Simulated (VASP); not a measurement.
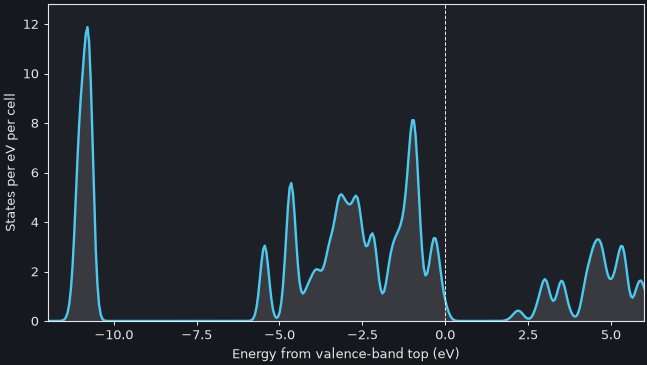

Density of states. Energies are counted from the top of the valence band. The curve is built from the levels of the k mesh with Gaussians 0.3 eV wide, which also blur the band edges.

System: KTaO$_{3}$, space group Pm-3m (No. 221), 5 atoms in the cell, cubic perovskite type.

```xyz
5
Lattice="3.9901 0.0000 0.0000 0.0000 3.9901 0.0000 0.0000 0.0000 3.9901" Properties=species:S:1:pos:R:3 pbc="T T T"
K     0.0000    0.0000    0.0000
Ta    1.9951    1.9951    1.9951
O     1.9951    1.9951    0.0000
O     1.9951    0.0000    1.9951
O     0.0000    1.9951    1.9951
```

Computed with VASP: DFT, PBE with spin-orbit coupling, plane waves, PAW, 6×6×6 k mesh, 520 eV cutoff, Gaussian smearing of 0.01 eV.

Question: Is there a gap at the Fermi level, and how wide?

Answer: There is a gap; over the k points computed it is 2.00 eV (indirect; the smallest direct gap is 2.56 eV).

Question: Where is the tallest peak of the filled states in the window?

Answer: Within the window shown, the tallest peak of the filled states lies 10.8 eV under the valence-band top, at about 12 states per eV and cell.

The cell is at 6 GPa in this functional.
